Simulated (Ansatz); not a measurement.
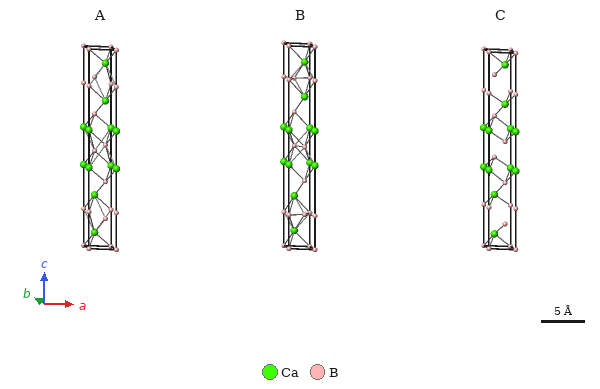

3 geometries from one relaxation of crystalline Ca₂B₃ (built on the tetradymite_166 type) (coarse preliminary run), in shuffled order. Style: ball-and-stick. Shown: the conventional cell (3 times the calculation's cell), slightly off an axis. Lengths and directions refer to the drawn axes.

Case: tetradymite type (R-3m, No. 166).

All numbers below come from DFT PBE, scalar-relativistic, plane waves, PAW (Ansatz 0.2.0). Settings: plane-wave cutoff 420 eV; k-point mesh 6 × 6 × 6; occupations gaussian; smearing width 0.1 eV; no spin polarisation; cell and atoms relaxed; force threshold 0.04 eV/Å; at most 70 steps.

Q: Order the frames from highest to lowest energy.

A: C, A, B. They are steps 0, 3, 9, at +1601 meV per atom, +512 meV per atom relative to the last. The largest moves relative to the cell, 1.04 Å, are those of B atoms. Largest moves by element: B 1.04 Å, Ca 0.35 Å. The volume changes by −3.0 %, with a = b 3.372 → 3.270 Å (−3.0 %), c 23.444 → 24.178 Å (+3.1 %). Among the contacts that change: B–Ca 3.873 → 2.797 Å, B–B 2.797 → 1.888 Å, B–Ca 2.363 → 2.803 Å, B–Ca 2.496 → 2.723 Å. New bonds form: B–B (2.80 → 1.89 Å), B–Ca (3.87 → 2.80 Å). Among the angles between lasting bonds that change: Ca–B–Ca 91.0° → 71.4°, B–Ca–B 91.0° → 71.4°, B–Ca–B 91.9° → 107.4°. The space group stays R-3m (No. 166). Over 8 accepted moves (9 points after the start) the energy falls by 1601 meV per atom. The largest force component goes from 4.7 to 0.017 eV/Å. The pressure goes from 19.10 to −0.03 GPa. At 1 point the geometry stayed and the basis and grid were re-selected for the new cell (energy shift of 0.1 meV per atom at most each time).
